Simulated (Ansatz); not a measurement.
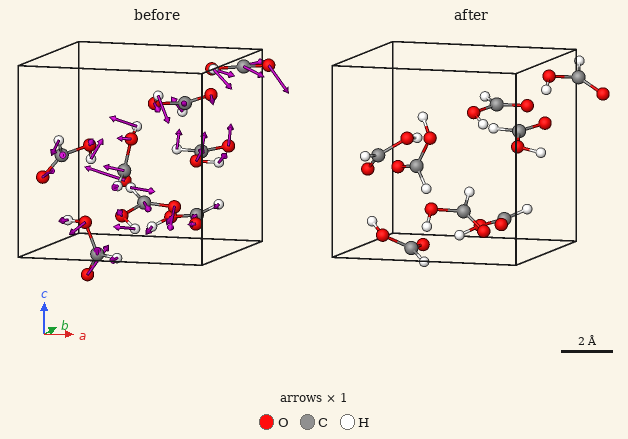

The structure of an amorphous cell of composition H₂CO₂ before (left) and after (right) a relaxation, at one scale. The purple arrows give the displacements, at their true length.

The picture is a ball-and-stick view of the cell of the calculation, seen slightly off an axis.

The cell holds 8 HCOOH. The run prepares the start of a later molecular dynamics calculation, from a guessed geometry.

Level of theory: DFT PBEsol, scalar-relativistic, plane waves, PAW (Ansatz 0.2.0). Set-up: plane-wave cutoff 420 eV; k-point mesh 1 × 1 × 1; occupations fermi dirac; smearing width 0.05 eV; no spin polarisation; atoms relaxed in a fixed cell; force threshold 0.3 eV/Å; at most 15 steps.

Question: Describe what moved and what it gained.

Answer: The relaxation stopped without meeting its thresholds, so the last structure isn't shown to be converged. It used up its limit of 15 steps. The atom that moves furthest is an O atom (1.75 Å along [1 3 2]). By element the largest moves are O 1.75 Å, H 1.31 Å, C 1.01 Å. The cell doesn't change. Near-neighbour distances that change, for instance: H–O 0.980 → 1.040 Å, H–O 0.980 → 1.018 Å, C–O 1.350 → 1.313 Å, C–H 1.096 → 1.117 Å. Among the angles between lasting bonds that change: C–O–H 106.0° → 117.2°, C–O–H 106.0° → 113.4°, C–O–H 106.0° → 110.9°. The energy falls by 171 meV per atom in 14 geometry steps. The largest force component goes from 2.4 to 0.66 eV/Å. Cost: 47 s on 1 thread of Intel(R) Xeon(R) Platinum 8488C (Sapphire Rapids), on a shared host, peak memory 0.53 GiB.

Limits of the set-up: the periodic images lie only 7.7 Å apart, so the values are limited by the cell's size.
